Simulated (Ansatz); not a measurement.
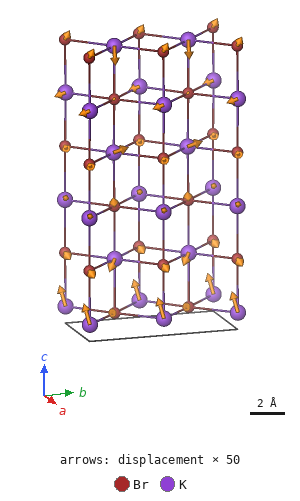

This is a relaxation of a slab of composition Br6K6. The starting structure is drawn; orange arrows show the displacements, magnified 50 times.

Style: ball-and-stick. Shown: the 1 × 2 repeat of the cell, outlined in the plane, without the vacuum, slightly off an axis.

Theory: DFT, PBEsol, PAW, plane waves (Ansatz 0.2.0). (plane-wave cutoff 420 eV; k-point mesh 6 × 6 × 1; no spin polarisation; atoms relaxed in a fixed cell; force threshold 0.03 eV/Å; at most 80 steps)

**What happened in the run?**

A K atom moves most relative to the layer's centre: 0.027 Å at 27° to the normal (+c side). By element the largest moves are K 0.027 Å, Br 0.017 Å. The cell stays as it was. Among the contacts that change: Br–K 3.288 → 3.258 Å, Br–K 3.272 → 3.246 Å, Br–K 3.241 → 3.267 Å, Br–K 3.257 → 3.273 Å. Over 1 geometry step the energy falls by 6.0 meV per cell of the calculation. Largest force component: 0.062 eV/Å at the start, 0.028 eV/Å at the end.
